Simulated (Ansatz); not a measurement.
Geometry relaxation, with input and output: TiAl (part 1 of 2)

System: TiAl (2 atoms in the cell).
Method: DFT r2SCAN, scalar-relativistic, plane waves, PAW, no spin polarisation (Ansatz 0.2.0).

The structure derives from a Materials Project entry. Figures and captions count atoms from 1; the log counts them from 0 in places.

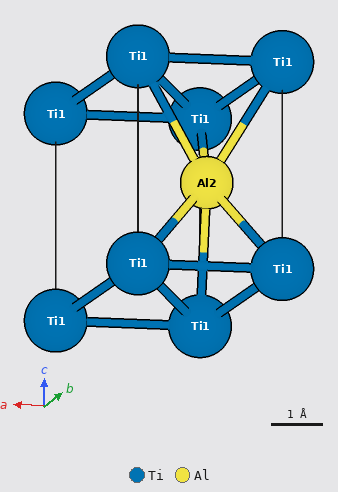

**Figure 1.** The structure as given in the input (ball-and-stick view of the cell of the calculation, seen at an oblique angle; atoms are numbered from 1 in the order of the input). An atom can appear more than once, as a periodic image. Near neighbours in the periodic cell (some may lie outside the picture): Ti has 6 Al at 2.87 Å and 6 Ti at 2.87 Å; Al has 6 Al at 2.87 Å and 6 Ti at 2.87 Å.

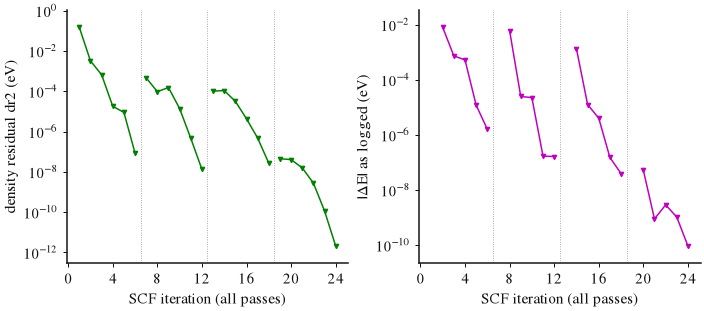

**Figure 2.** Convergence of the self-consistent field: density residual dr2 and size of the energy change against the SCF iteration. The dotted lines part the SCF passes of the relaxation: geometry steps, rejected trials and re-solves on a re-selected basis. The passes take 6, 6, 6 and 6 iterations.

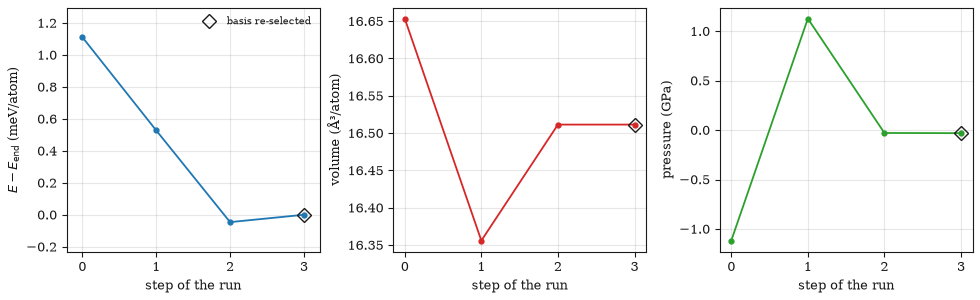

**Figure 3.** Progress of the relaxation, step by step (the first geometry is step 0 here and step 1 in the log).

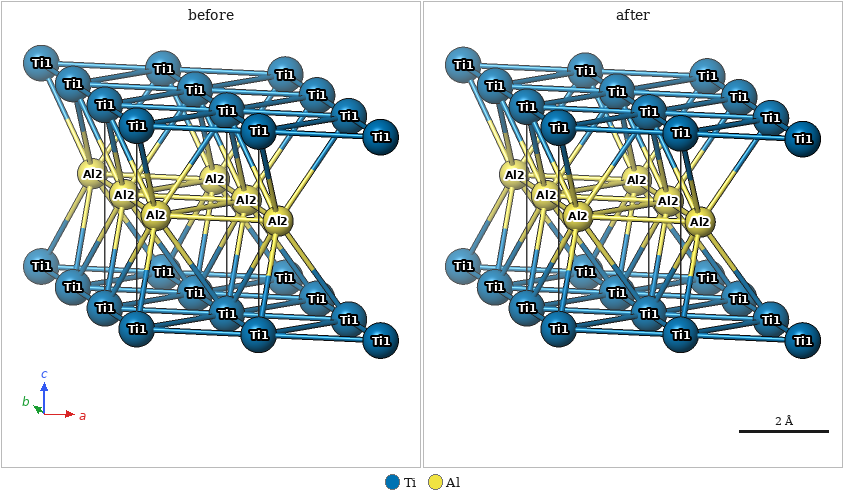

**Figure 4.** Before (left) and after (right) the relaxation, at one scale (ball-and-stick view of the cell of the calculation, repeated 2 × 3 × 1, seen slightly off an axis). Over 2 geometry steps the energy falls by 1.2 meV per atom. All forces vanish by symmetry, so only the cell relaxes. Pressure: −1.12 GPa at the start and −0.03 GPa at the end. The atoms keep their places relative to the cell (all moves are under 0.005 Å). The volume changes by −0.9 %, with a = b 2.867 → 2.869 Å (0.0 %), c 4.678 → 4.634 Å (−0.9 %). Among the contacts that change: Ti1–Al2 2.866 → 2.848 Å. The space group stays P-6m2 (No. 187). A last SCF at the same geometry on a re-selected plane-wave basis shifts the energy by +0.0 meV per atom. (Atoms are counted from 1 in the order of the input.)

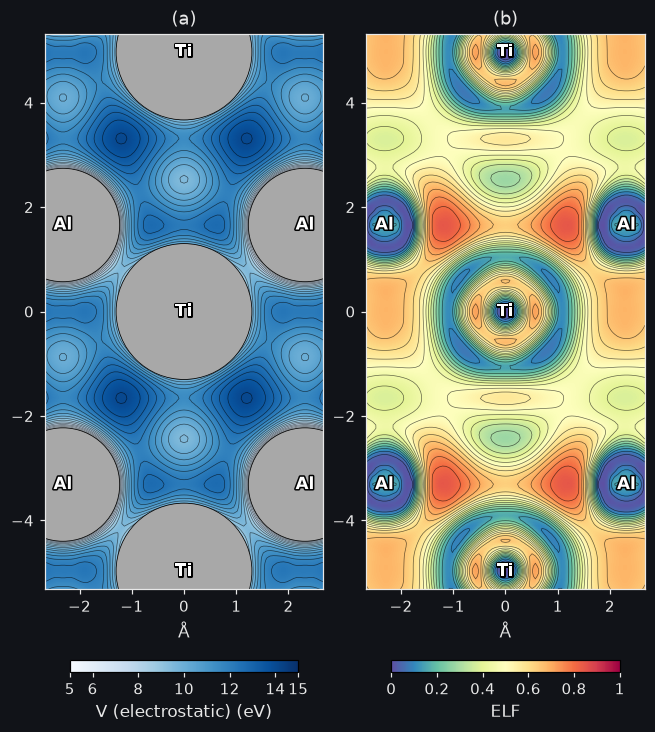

**Figure 5.** (a) electrostatic potential (local pseudopotential plus Hartree) felt by an electron; (b) ELF on the (110) plane of the conventional cell. Grey discs, where drawn, cover atomic cores. The ELF has a maximum of about 0.60 in the space between the atoms. The strong features right at Ti lie inside the PAW spheres (semicore, d or f shells) and say nothing about bonding. Outside the cores the potential energy rises away from the atoms and is highest about 2.0 Å from the nearest atoms; outside the discs it spans about 8 eV, and its zero is arbitrary. In a PAW calculation such maps are meaningful between the atoms, not at the nuclei.

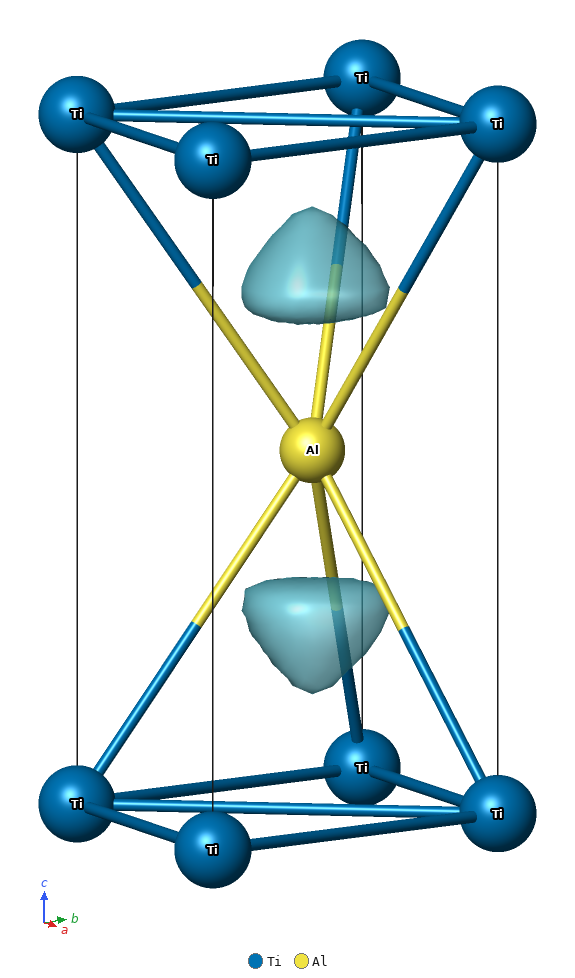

**Figure 6.** Isosurface of the ELF at 0.75 (cyan), seen slightly off an axis. Core shells and regions of very low density are left out. Sticks mark near contacts. The outline is the cell set on symmetry axes. Along the contacts the grid gives the following. Ti–Al (2.85 Å): the ELF is about 0.40 at the midpoint, which marks metallic bonding.

These pictures come from the run below.

Input file:
```yaml
crystal:
  lattice:
    - [2.8672622327, 0.0, 0.0]
    - [-1.4336311163, 2.4831219328, 0.0]
    - [0.0, 0.0, 4.678083]
  atoms:
    - { symbol: Ti, position: [0.0, 0.0, 0.0] }
    - { symbol: Al, position: [0.33333333, 0.66666667, 0.5] }
basis:
  ecutwfc: 500
kpoints:
  mp_grid: { grid: [18, 18, 10] }
hamiltonian:
  xc: r2scan
scf:
  occupations: { method: gaussian, width: 0.1 }
output:
  forces: true
  stress: true
  eigenvalues: true
  write_density: true
  write_potential: true
  elf: true
  volumetric_format: npy
relax:
  adjacent_minimum: "off"
  f_tol: 0.005
  max_steps: 80
  cell: { stress_tol: 0.05 }
```

Command:
```bash
ansatz run input.yaml --threads 2 --pin off --max-ram 5120MiB --backend cpu --events-out ev --progress --plain --runs-dir out
```

The program's output:
```
Engine: ansatz 0.2.0, x86_64-unknown-linux-gnu
Pseudopotentials: kind: paw
Pseudopotential: Ti, paw, valence charge 12, recommended cutoff 500 eV (meta_gga), Ti.paw.azcp
Pseudopotential: Al, paw, valence charge 3, recommended cutoff 500 eV (meta_gga), Al.paw.azcp
Functional definition: r2SCAN
  parameter k0 = 0.174
  parameter k1 = 0.065
  parameter a1 = 4.9479
  exchange = r2scan_x(k0 = k0, k1 = k1, a1 = a1)
  correlation = r2scan_c
Crystal: 2 atoms, lattice volume = 33.307 Å³
Basis set: ecut = 500 eV, 833 PW (Γ), exchange–correlation on 96×96×144 points (64 copies of the dense FFT grid, shifted against one another)
Bands: 12, of which v1, the nominal top of the filled ones, is band 8 counted from 1 (7 counted from 0)
Symmetry: 12 space group operations
Space group: P-6m2 (ITA 187), of the structure as read, at distance tolerance 3.2e-5 Å
k-points: 222 of 3240 (time reversal used)
Non-local potential: Ti, projectors of the file, l = 0: 3, l = 1: 2, l = 2: 3, l = 3: 1
Non-local potential: Al, projectors of the file, l = 0: 2, l = 1: 2, l = 2: 1
PAW form: soft (Blöchl's): semilocal exchange-correlation on the pseudo side does not see the compensation charge
PAW frozen core: Ti, regenerated for the run's functional (the file was generated under x = pbe(κ = 0.804, μ = 0.2195149727645171), c = pbe(β = 0.06672455060314922))
PAW frozen core: Al, regenerated for the run's functional (the file was generated under x = pbe(κ = 0.804, μ = 0.2195149727645171), c = pbe(β = 0.06672455060314922))
PAW one-centre angular grid: Ti, 590 points (default); XC on 160 Gauss nodes
PAW one-centre angular grid: Al, 302 points (default); XC on 160 Gauss nodes
Initial density: superposition of atomic densities (neutral atoms: chi_scale 0, normalization atom), corrected by the library's trained network
Initial wavefunctions: pseudopotential atomic-orbital guess
Functional: x = r2scan, c = r2scan; τ floored in thin density (d = 2e-4 eV/Å³)
SCF iter   1: F=—  HF=-3045.323736 eV  |F-HF|=—  |Δ(HF+E_count)|=         —  Δρ=1.76e-2  dr2=1.47e-1  dr2_τ=1.40e-2  ethr=1.77e-3  ⟨swp⟩=5.0  Hψ=13643  notcnv=0
preconditioner: auto → none  [metal: Δε(μ)=0.008 eV  Ē_g=5.590 eV  σ=0.100 eV  W_gap=0.05  n_scr=2 (ndim 8)  ℏωp=17.0 eV  f_vac=0.000  D(μ)=2.18/eV (n_scr^D=22)  sad-step TF]
SCF iter   2: F=—  HF=-3045.331670 eV  |F-HF|=—  |Δ(HF+E_count)|=   7.93e-3  Δρ=3.75e-3  dr2=3.20e-3  dr2_τ=1.76e-3  ethr=9.80e-4  ⟨swp⟩=3.0  Hψ=6608  notcnv=0  defer=62
SCF iter   3: F=—  HF=-3045.332404 eV  |F-HF|=—  |Δ(HF+E_count)|=   7.35e-4  Δρ=1.90e-3  dr2=6.56e-4  dr2_τ=1.03e-4  ethr=2.14e-5  ⟨swp⟩=2.4  Hψ=3949  notcnv=0  defer=62
SCF iter   4: F=—  HF=-3045.332927 eV  |F-HF|=—  |Δ(HF+E_count)|=   5.23e-4  Δρ=2.49e-4  dr2=1.79e-5  dr2_τ=1.40e-6  ethr=4.37e-6  ⟨swp⟩=2.9  Hψ=4792  notcnv=0  defer=62
SCF iter   5: F=—  HF=-3045.332939 eV  |F-HF|=—  |Δ(HF+E_count)|=   1.20e-5  Δρ=8.97e-5  dr2=8.89e-6  dr2_τ=1.57e-7  ethr=1.19e-7  ⟨swp⟩=2.2  Hψ=3553  notcnv=0  defer=62
SCF iter   6: F=-3045.332937 eV  HF=-3045.332937 eV  |F-HF|=4.68e-8  |Δ(HF+E_count)|=   1.60e-6  Δρ=1.53e-5  dr2=8.45e-8  dr2_τ=5.52e-9  ethr=6.67e-10  ⟨swp⟩=7.1  Hψ=14281  notcnv=0
SCF 1 converged in 6 iterations: F = -3045.332937 eV  dr2 = 8.45e-8
  greatest PAW one-centre occupation: 1.001 electrons in one spin orbital (limit 2), on the Ti atom at site 0 (counted from 0), in its partial waves of l = 1
relax step   1: F+E_penalty+E_count = -3045.33293745 eV  Δ(F+E_penalty+E_count) = +0.000e0 eV  max|allowed force component| = 3.874e-17 eV/Å  Δτ_max = 0.0000 Å  P = -1.118 GPa  Ω = 33.307 Å³  (6 SCF iters, dr2 threshold 1.00e-7 eV, accepted)
Crystal: 2 atoms, lattice volume = 32.712 Å³
Initial density: handed on by an earlier stage of this run
Initial wavefunctions: those handed on with the density
iter 1 solved again at ethr=2.93e-6 eV; its pass at ethr=3.10e-3 eV (dr2=4.40e-4 eV) is discarded
```
